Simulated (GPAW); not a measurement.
# Dielectric function and optical constants of ZnS, part 2 of 2

Wanted: where ZnS starts to absorb, how strongly, and its refractive index. The cell comes from an older database entry, whose edges can differ from later determinations, mostly by under a per cent.

GPAW 26.7.0; DFT, PBE, plane-wave PAW (GPAW data sets), scalar-relativistic, RPA, optical limit.

So far. Step 2 (Ground state): There is a gap, 2.10 eV on this mesh (points off the mesh can give less), so no carriers' term is needed.

The database entry behind the starting cell differs from later determinations by our own check (about 0.1 % short), so it need not match the best structure at ambient conditions.

## Step 4: Dielectric function, RPA

Transitions between filled and empty bands, summed over the zone, give the optical response, so mesh, band count and broadening shape it.

The induced potential is part of this response.

This step: DFT, PBE, plane-wave PAW (GPAW data sets), scalar-relativistic, RPA, optical limit (GPAW 26.7.0).

The input, df.py:

```python
from gpaw.response.df import DielectricFunction

df = DielectricFunction('full.gpw', frequencies={'type': 'nonlinear', 'domega0': 0.03, 'omega2': 8},
                        ecut=70,
                        eta=0.12,
                        nbands=33,
                        txt='df.txt')
for direction in ['x']:
    df.get_dielectric_function(xc='RPA', direction=direction, filename=f'df_{direction}.csv')
```

Launch:

```console
$ OMP_NUM_THREADS=1 python df.py
```

Numbers of over 12 decimals in the logs are rounded to 6 here.

What it wrote:

```text
Using integrator: PointIntegrator
NonLinearFrequencyDescriptor(from 0.000 to 54.352 eV, 476 points)
Nonperiodic BCs:  [False False False]
Using integrator: PointIntegrator
NonLinearFrequencyDescriptor(from 0.000 to 54.352 eV, 476 points)
Nonperiodic BCs:  [False False False]

Calculating chi0 body with:
    Ground state adapter containing:
    Number of spins: 1
    Number of kpoints: 2197
    Number of irreducible kpoints: 84
    Number of completely occupied states: 9
    Number of partially occupied states: 9

    Linear response parametrization:
    q_c: [0.0, 0.0, 0.0]
    Number of frequency points: 476
    Planewave cutoff: 70.0
    Number of bands: 33
    Number of planewaves: 59
    Broadening (eta): 0.12

Integrating chi0 body.

Symmetries of q_c:
    Direct symmetries (Uq -> q): 24
    Indirect symmetries (TUq -> q): 24
In total 48 allowed symmetries.

84 groups of equivalent kpoints. 96.176604% reduction.

Integral kind: spectral function

Calculating chi0 optical extensions with:
    Ground state adapter containing:
    Number of spins: 1
    Number of kpoints: 2197
    Number of irreducible kpoints: 84
    Number of completely occupied states: 9
    Number of partially occupied states: 9

    Linear response parametrization:
    Number of frequency points: 476
    Planewave cutoff: 70.0
    Number of bands: 33
    Number of planewaves: 59
    Broadening (eta): 0.12
Integrating chi0 head and wings.

Symmetries of q_c:
    Direct symmetries (Uq -> q): 24
    Indirect symmetries (TUq -> q): 24
In total 48 allowed symmetries.

84 groups of equivalent kpoints. 96.176604% reduction.

Integral kind: spectral function wings
```

The job ended after 13 s (1 thread of Arm Neoverse V1, shared host; peak memory 0.3 GiB).

This step gave:

```
electronic dielectric constant ε∞, mean over x, y and z (by symmetry where fewer were run) : 5.576
main peak of Im epsilon, first axis                                                        : 5.936 eV
```

Some rows of df_x.csv (energy; Re and Im without local fields; Re and Im with them):

```text
0.000000, 6.267409, -0.000000, 5.576061, 0.000000
0.429336, 6.301232, 0.019202, 5.606150, 0.017100
0.878195, 6.414538, 0.042586, 5.707286, 0.038130
1.347938, 6.643251, 0.078315, 5.913230, 0.071044
1.840057, 7.103033, 0.183860, 6.336427, 0.173576
2.356191, 7.743441, 0.507256, 6.911173, 0.490683
2.898142, 7.920467, 1.167779, 6.980125, 1.141116
3.467895, 8.779751, 2.176883, 7.667705, 2.073956
4.067647, 10.651807, 4.602825, 9.281698, 4.105679
4.699832, 6.847255, 6.174272, 5.590311, 5.817983
5.367152, 8.461344, 6.789302, 6.404436, 5.730658
6.072622, 1.893692, 12.646327, 1.888632, 10.283668
6.819608, 0.065110, 6.377510, -0.437323, 4.931646
7.611886, -1.226928, 9.021524, 0.605121, 6.273433
8.453705, -2.910752, 5.830942, -0.841977, 5.087271
9.349861, -2.465266, 2.985783, -1.590647, 3.185513
10.305790, -1.370778, 2.567453, -0.672285, 2.254258
11.327680, -1.614700, 1.755808, -0.931360, 2.025102
12.422601, -1.144905, 1.466760, -0.507386, 1.619361
13.598673, -0.831810, 0.939495, -0.582040, 1.105353
```

The Im ε, E ∥ x has structure finer than the step of the table below, so its rows give means over 1 eV, whole bins alone (the curve runs from 0 to 14.0 eV). Peaks (eV: height): 4.6: 6.39, 5.9: 12.3, 7.6: 6.27.

Values under the direct gap are tails of Lorentzian lines. The Im ε, E ∥ x by photon energy; means over each step:

```
photon energy (eV)  Im ε, E ∥ x
                 1       0.0478
                 2        0.341
                 3         1.40
                 4         3.57
                 5         5.41
                 6         9.43
                 7         5.49
                 8         5.57
                 9         3.82
                10         2.49
                11         2.18
                12         1.60
                13         1.36
```

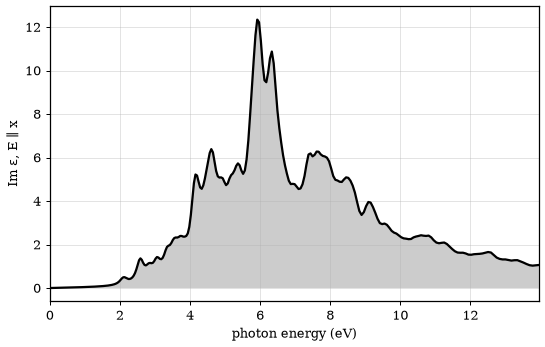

Im ε, E ∥ x against photon energy.

Table of Re ε, E ∥ x by photon energy:

```
photon energy (eV)  Re ε, E ∥ x
                 0         5.58
                 1         5.75
                 2         6.54
                 3         7.18
                 4         9.07
                 5         5.89
                 6         2.93
                 7        0.440
                 8       -0.873
                 9       -0.853
                10        -1.05
                11       -0.912
                12       -0.592
                13       -0.572
```

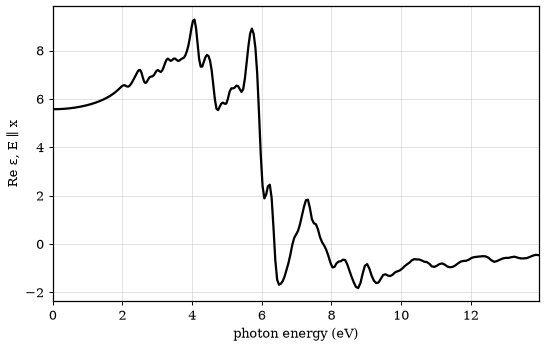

Re ε, E ∥ x, plotted against photon energy.

The reflectivity at normal incidence, E ∥ x has structure finer than the step of the table below, so its rows give means over 1 eV, whole bins alone (the curve runs from 0 to 14.0 eV). Peaks (eV: height): 4.6: 29.0, 6.0: 41.2, 6.4: 44.6, 8.8: 40.8, 9.3: 39.3, 11.5: 34.6, 12.8: 32.3.

Table of reflectivity at normal incidence, E ∥ x by photon energy; means over each step:

```
photon energy (eV)  reflectivity at normal incidence, E ∥ x (%)
                 1                                         17.0
                 2                                         19.1
                 3                                         21.4
                 4                                         25.7
                 5                                         26.5
                 6                                         37.6
                 7                                         31.6
                 8                                         34.5
                 9                                         37.4
                10                                         33.3
                11                                         31.8
                12                                         29.7
                13                                         30.5
```

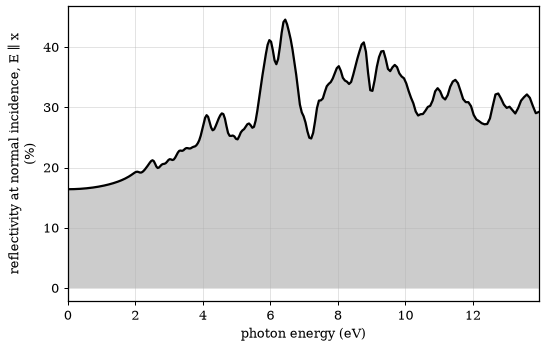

Reflectivity at normal incidence, E ∥ x against photon energy.

Values under the direct gap are tails of Lorentzian lines. Table of loss function −Im 1/ε at q → 0, E ∥ x by energy loss; read off at these points:

```
energy loss (eV)  loss function −Im 1/ε at q → 0, E ∥ x
               0                                      0
               1                                0.00136
               2                                0.00789
               3                                 0.0244
               4                                 0.0333
               5                                 0.0831
               6                                 0.0804
               7                                  0.209
               8                                  0.173
               9                                  0.259
              10                                  0.354
              11                                  0.397
              12                                  0.568
              13                                  0.640
```

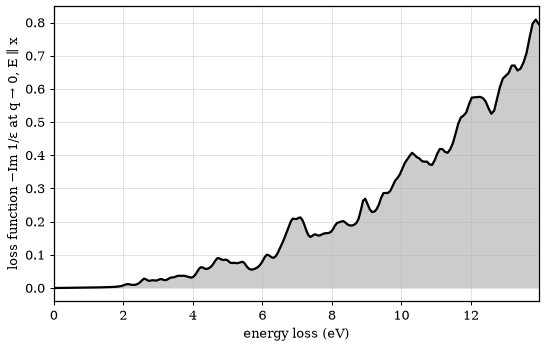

Loss function −Im 1/ε at q → 0, E ∥ x, plotted against energy loss.

Refractive index n and extinction k against photon energy:

```
photon energy (eV)      n        k
                 0   2.36        0
                 1   2.40  0.00940
                 2   2.56   0.0662
                 3   2.69    0.241
                 4   3.05    0.501
                 5   2.60    0.927
                 6   2.74     2.14
                 7   1.61     1.47
                 8   1.56     1.81
                 9   1.21     1.52
                10  0.878     1.35
                11  0.838     1.27
                12  0.725     1.06
                13  0.656     1.00
```

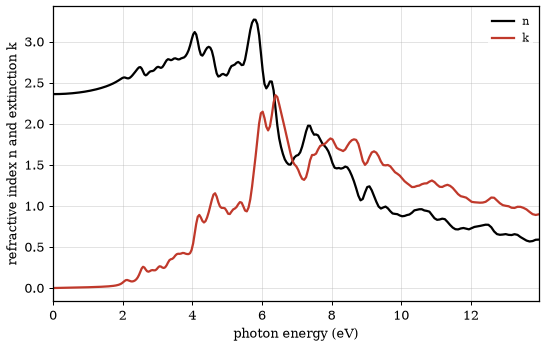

Refractive index n and extinction k against photon energy.

At chosen wavelengths:

```
wavelength (nm)     n      k  R (%)     1/α
           1550  2.38  0.007   16.7   17 µm
            800  2.46  0.019   17.8  3.3 µm
            450  2.62  0.201   20.3  178 nm
            365  2.78  0.352   22.8   82 nm
            308  3.09  0.549   27.4   45 nm
            248  2.60  0.928   24.7   21 nm
            193  2.05  2.333   44.4  6.6 nm
```

Below the direct gap, k and the depth come from the tails of the Lorentzian lines, not from transitions.

Rows near the edge hang on the gap, which this functional as a rule makes too small, and phonon-assisted absorption is left out.

## Step 5: Results

```json
{
 "electronic dielectric constant ε∞, mean over x, y and z (by symmetry where fewer were run) (RPA)": "5.58",
 "main peak of Im epsilon, first axis": "5.94 eV"
}
```

At this level (PBE, RPA) ZnS has ε∞ = 5.58 and n = 2.38 at 1550 nm, and Im ε peaks at 5.9 eV. On the mesh the gap is 2.10 eV and the least direct gap 2.10 eV. Local fields change the static value along x from 6.27 to 5.58 (-11 %). Distinct maxima of Im ε, read by a parabola through the highest points, lie at 4.61 eV (6.4), 5.94 eV (12), 6.33 eV (11) and 7.64 eV (6.3). Excitons and phonon-assisted transitions are missing; PBE gaps are as a rule too small, which pulls the onset down and ε∞ up. The sum runs over mesh points, so small or evenly spaced maxima can still be ripples of the mesh. In this version of GPAW the matrix elements of the optical limit are incomplete, which can lower ε − 1 by up to a tenth where first-row anions or d states rule, and shift it by more in d metals.

[Machine, clock and banner lines and Python warnings are left out of the logs.]

[Logs are printed without paths, hosts, clocks, repeated set-up lines and the standing remarks that a program may print on its own settings, such as how far it seeks lower states.]

[Hosts, paths, dates, database ids (printed as entryN), source tags and the programs' standing remarks are cut or masked in the printed files.]
